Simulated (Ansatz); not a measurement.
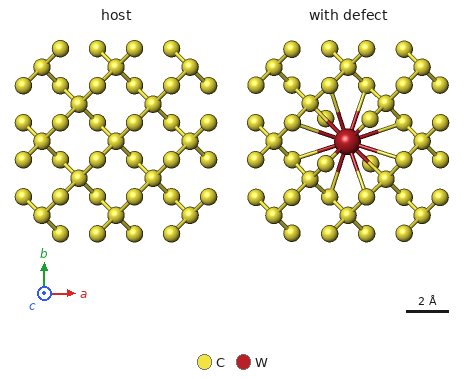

Left: perfect C. Right: the same region with one point defect, after relaxing the atoms in a supercell of 64 sites. Style: ball-and-stick. Shown: the atoms within 5.4 Å of one point, in a slice 3.4 Å thick across the line of sight, along the c axis.

Computed with DFT, PBEsol, PAW, plane waves (Ansatz). Set-up: plane-wave cutoff 420 eV; k-point mesh 1 × 1 × 1; mesh shifted by (0.25, 0.25, 0.25); collinear spin. Fermi-Dirac smearing of 0.01 eV. The axes drawn are those of the host's conventional cell.

Question: Which defect is it?

Answer: A carbon atom is replaced by tungsten.

The charge state of the cell is 0.

Question: What does the relaxation do around it?

Answer: In the host the C atom has 4 C at 1.54 Å; the W atom ends with 4 C at 1.85 to 1.87 Å. Of the host's atoms, a carbon atom moves furthest from its site, by 0.33 Å. The cell's net moment is 2.00 μB.

Limits of the set-up: the periodic images lie only 7.1 Å apart, so the values are limited by the cell's size.
